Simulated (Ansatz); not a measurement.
# Two runs on Al2Cu

System: Al2Cu (C2/c, 6 atoms in the cell).
Method of run A: DFT PBEsol, scalar-relativistic, plane waves, PAW, no spin polarisation (Ansatz 0.2.0).

The structure derives from an entry of the Crystallography Open Database. Text and figures count atoms from 1; the logs count them from 0 in places.

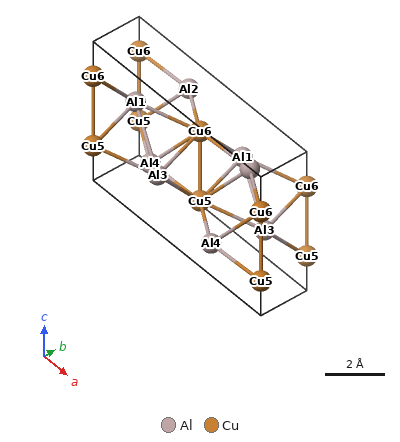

Figure 1. The structure as given in the input (ball-and-stick view of the cell 2 times as large as that of the calculation, set on its symmetry axes, seen slightly off an axis; atoms are numbered from 1 in the order of the input). An atom can appear more than once, as a periodic image.

Input file, run A:
```yaml
crystal:
  lattice:
    - [-3.0689684201, 2.9965506908, 2.5038208295]
    - [2.9241329615, -2.9965506908, 2.3240277881]
    - [3.0689684201, 2.9965506908, -2.5038208295]
  atoms:
    - { symbol: Al, position: [0.1593199577, 0.6593199577, 0.8186399154] }
    - { symbol: Al, position: [0.6593199577, 0.8406800423, 0.5] }
    - { symbol: Al, position: [0.8406800423, 0.3406800423, 0.1813600846] }
    - { symbol: Al, position: [0.3406800423, 0.1593199577, 0.5] }
    - { symbol: Cu, position: [0.75, 0.75, 0.0] }
    - { symbol: Cu, position: [0.25, 0.25, 0.0] }
basis:
  ecutwfc: 420
kpoints:
  mp_grid: { grid: [12, 12, 12] }
hamiltonian:
  xc: pbesol
scf:
  occupations: { method: gaussian, width: 0.15 }
output:
  forces: true
  stress: true
  eigenvalues: true
```

Launched with:
```bash
ansatz run input.yaml --threads 1 --pin off --max-ram 2560MiB --backend cpu --events-out ev --progress --plain --runs-dir out
```

Hardware: 1 thread of Intel Xeon @ 2.50GHz (Skylake/Cascade Lake), 192 GiB of memory available, shared host.

Output, shortened to warnings, some set-up lines, iterations and results (run A):
```
Basis set: ecut = 420 eV, 1683 PW (Γ), exchange–correlation on 72×72×72 points (8 copies of the dense FFT grid, shifted against one another)
Symmetry: 4 space group operations
k-points: 476 of 1728
Initial density: superposition of atomic densities (neutral atoms: chi_scale 0, normalization atom), corrected by the library's trained network
[...]
SCF iter   1: F=—  HF=-15276.756840 eV  |F-HF|=—  |Δ(HF+E_count)|=         —  Δρ=5.28e-3  dr2=1.31e-2  ethr=1.77e-3  ⟨swp⟩=7.7  Hψ=73011  notcnv=0
SCF iter   2: F=—  HF=-15276.752448 eV  |F-HF|=—  |Δ(HF+E_count)|=   4.39e-3  Δρ=1.46e-3  dr2=4.82e-3  ethr=2.63e-5  ⟨swp⟩=2.4  Hψ=29403  notcnv=0
SCF iter   3: F=—  HF=-15276.751773 eV  |F-HF|=—  |Δ(HF+E_count)|=   6.75e-4  Δρ=9.86e-4  dr2=1.82e-3  ethr=9.64e-6  ⟨swp⟩=1.0  Hψ=14228  notcnv=0
SCF iter   4: F=—  HF=-15276.751313 eV  |F-HF|=—  |Δ(HF+E_count)|=   4.60e-4  Δρ=2.87e-4  dr2=2.05e-4  ethr=3.65e-6  ⟨swp⟩=2.2  Hψ=20984  notcnv=0
SCF iter   5: F=—  HF=-15276.751262 eV  |F-HF|=—  |Δ(HF+E_count)|=   5.09e-5  Δρ=5.96e-5  dr2=8.19e-6  ethr=4.10e-7  ⟨swp⟩=2.0  Hψ=20744  notcnv=0
SCF iter   6: F=—  HF=-15276.751263 eV  |F-HF|=—  |Δ(HF+E_count)|=   8.24e-7  Δρ=8.08e-6  dr2=5.43e-8  ethr=2.00e-10  ⟨swp⟩=6.8  Hψ=76987  notcnv=0
SCF iter   7: F=-15276.751263 eV  HF=-15276.751263 eV  |F-HF|=5.94e-9  |Δ(HF+E_count)|=   2.11e-9  Δρ=3.55e-6  dr2=8.75e-9  ethr=1.09e-10  ⟨swp⟩=2.1  Hψ=45072  notcnv=0
SCF 1 converged in 7 iterations: F = -15276.751263 eV  dr2 = 8.75e-9
SCF converged after 7 iterations
Free energy (F): -15276.751263 eV
Harris-Foulkes:  -15276.751263 eV  (|F-HF|=5.94e-9)
Internal energy: -15276.728533 eV  (E = F + TS)
E sigma→0 (E₀):  -15276.739898 eV
Entropy (-TS):   -0.022730 eV (-3.788 meV/atom)
Fermi energy:    10.712888 eV
--- Per-component energies (eV) ---
  E_band       = -916.984684
  E_kinetic    = 694.662826
  E_local      = -12357.574579  (includes V_loc(G=0)·N_el)
  E_nonlocal   = 813.095032
  E_hartree    = 5590.452893
  E_xc         = -339.153883
  E_vxc        = -352.082124  (∫ρ·V_xc dr)
  E_paw        = -5061.980003  (= ΣΔE_a)
  E_vpaw       = -896.001739  (= ΣTr[D̂ρ^β])
  E_aug_tail   = 0.000530  (compensation charges beyond the density's cutoff)
  E_ewald      = -4616.720308
  E_core_change = 0.488960  (= ΣΔE_core)
  E_smearing   = -0.022730  (= −TS)
  E_closure    = 0.000000  (closes the sum)
  Σ components = -15276.751263   (vs F -15276.751263, Δ=0.00e0)
--- Forces (eV/Å), atoms counted from 1 ---
  atom   1  Al    -0.03593377    -0.00316444    -0.17818992
  atom   2  Al     0.03593377    -0.00316444     0.17818992
  atom   3  Al     0.03593377     0.00316444     0.17818992
  atom   4  Al    -0.03593377     0.00316444    -0.17818992
  atom   5  Cu     0.00000000    -0.02229550     0.00000000
  atom   6  Cu     0.00000000     0.02229550     0.00000000
  max |Σ_I F_I| component: 0.00e0 eV/Å
--- Stress (GPa, compression-positive) ---
        0.569683       0.000000       2.688089
        0.000000       0.655567       0.000000
        2.688088       0.000000      -0.268676
  P = ⅓ Tr σ = 0.3189 GPa (3.189 kbar)
```

For run B the input was changed thus:
```diff
-    - [-3.0689684201, 2.9965506908, 2.5038208295]
-    - [2.9241329615, -2.9965506908, 2.3240277881]
-    - [3.0689684201, 2.9965506908, -2.5038208295]
+    - [-3.0327595554, 2.9965506908, 2.4588725692]
+    - [2.9603418262, -2.9965506908, 2.3689760484]
+    - [3.0327595554, 2.9965506908, -2.4588725692]
```

What does this change do to the results?

With the same functional and potentials, run B lies 5.5 meV per atom lower. The pressure goes from 0.32 to 0.11 GPa. The largest force goes from 0.182 to 0.090 eV/Å. The number of SCF iterations is the same. The plane waves at Γ go from 1683 to 1675.

Output, shortened to warnings, some set-up lines, iterations and results (run B):
```
Basis set: ecut = 420 eV, 1675 PW (Γ), exchange–correlation on 72×72×72 points (8 copies of the dense FFT grid, shifted against one another)
Symmetry: 4 space group operations
k-points: 476 of 1728
Initial density: superposition of atomic densities (neutral atoms: chi_scale 0, normalization atom), corrected by the library's trained network
[...]
SCF iter   1: F=—  HF=-15276.789345 eV  |F-HF|=—  |Δ(HF+E_count)|=         —  Δρ=5.18e-3  dr2=1.25e-2  ethr=1.77e-3  ⟨swp⟩=7.7  Hψ=72990  notcnv=0
SCF iter   2: F=—  HF=-15276.785114 eV  |F-HF|=—  |Δ(HF+E_count)|=   4.23e-3  Δρ=1.43e-3  dr2=4.64e-3  ethr=2.49e-5  ⟨swp⟩=2.4  Hψ=29445  notcnv=0  defer=1
SCF iter   3: F=—  HF=-15276.784470 eV  |F-HF|=—  |Δ(HF+E_count)|=   6.44e-4  Δρ=9.63e-4  dr2=1.75e-3  ethr=9.27e-6  ⟨swp⟩=1.0  Hψ=14206  notcnv=0  defer=1
SCF iter   4: F=—  HF=-15276.784009 eV  |F-HF|=—  |Δ(HF+E_count)|=   4.61e-4  Δρ=2.19e-4  dr2=1.17e-4  ethr=3.51e-6  ⟨swp⟩=2.1  Hψ=21322  notcnv=0  defer=1
SCF iter   5: F=—  HF=-15276.783982 eV  |F-HF|=—  |Δ(HF+E_count)|=   2.77e-5  Δρ=4.19e-5  dr2=3.69e-6  ethr=2.33e-7  ⟨swp⟩=2.1  Hψ=20492  notcnv=0  defer=1
SCF iter   6: F=—  HF=-15276.783982 eV  |F-HF|=—  |Δ(HF+E_count)|=   8.50e-7  Δρ=6.55e-6  dr2=3.20e-8  ethr=2.00e-10  ⟨swp⟩=6.7  Hψ=76017  notcnv=0
SCF iter   7: F=-15276.783982 eV  HF=-15276.783982 eV  |F-HF|=1.54e-8  |Δ(HF+E_count)|=   1.31e-9  Δρ=4.28e-6  dr2=1.11e-8  ethr=6.41e-11  ⟨swp⟩=1.6  Hψ=47148  notcnv=0
SCF 1 converged in 7 iterations: F = -15276.783982 eV  dr2 = 1.11e-8
SCF converged after 7 iterations
Free energy (F): -15276.783982 eV
Harris-Foulkes:  -15276.783982 eV  (|F-HF|=1.54e-8)
Internal energy: -15276.759756 eV  (E = F + TS)
E sigma→0 (E₀):  -15276.771869 eV
Entropy (-TS):   -0.024226 eV (-4.038 meV/atom)
Fermi energy:    10.689470 eV
--- Per-component energies (eV) ---
  E_band       = -917.232873
  E_kinetic    = 694.519342
  E_local      = -12361.130175  (includes V_loc(G=0)·N_el)
  E_nonlocal   = 813.079733
  E_hartree    = 5592.151899
  E_xc         = -339.100427
  E_vxc        = -352.013281  (∫ρ·V_xc dr)
  E_paw        = -5061.974389  (= ΣΔE_a)
  E_vpaw       = -896.005471  (= ΣTr[D̂ρ^β])
  E_aug_tail   = 0.000521  (compensation charges beyond the density's cutoff)
  E_ewald      = -4614.795222
  E_core_change = 0.488960  (= ΣΔE_core)
  E_smearing   = -0.024226  (= −TS)
  E_closure    = -0.000000  (closes the sum)
  Σ components = -15276.783982   (vs F -15276.783982, Δ=0.00e0)
--- Forces (eV/Å), atoms counted from 1 ---
  atom   1  Al    -0.01469080    -0.00683396    -0.08820342
  atom   2  Al     0.01469080    -0.00683396     0.08820342
  atom   3  Al     0.01469080     0.00683396     0.08820342
  atom   4  Al    -0.01469080     0.00683396    -0.08820342
  atom   5  Cu    -0.00000000    -0.01141456     0.00000000
  atom   6  Cu     0.00000000     0.01141456    -0.00000000
  max |Σ_I F_I| component: 2.78e-17 eV/Å
--- Stress (GPa, compression-positive) ---
        0.292801       0.000000       1.375170
        0.000000       0.347169      -0.000000
        1.375169      -0.000000      -0.312419
  P = ⅓ Tr σ = 0.1092 GPa (1.092 kbar)
```

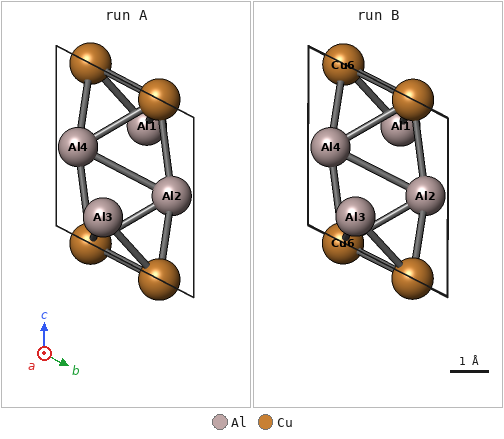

Figure 2. The two input geometries at one scale (ball-and-stick view of the cell of the calculation, along the a axis). The atoms keep their places relative to the cell (all moves are under 0.005 Å). Cell: a = c 4.967 → 4.922 Å (−0.9 %), b 4.789 → 4.833 Å (+0.9 %), β 105.8° → 105.0°. Volume +0.1 %. Among the contacts that change: Al–Cu 2.615 → 2.586 Å, Al–Cu 2.499 → 2.528 Å, Al–Al 2.917 → 2.889 Å, Al–Al 2.807 → 2.834 Å.

The two runs side by side:

```csv
quantity,run A,run B
outcome,converged,converged
free energy per atom (eV),−2546.1252,−2546.1307
"energy per atom, smearing taken to zero (eV)",−2546.1233,−2546.1286
gap on the mesh (eV),0.00,0.00
pressure (GPa),0.32,0.11
volume per atom (Å³),14.44,14.45
largest force (eV/Å),0.182,0.090
SCF iterations,7,7
irreducible k-points,476,476
plane waves at Γ,1683,1675
wall time (shared host),86 s,94 s
```
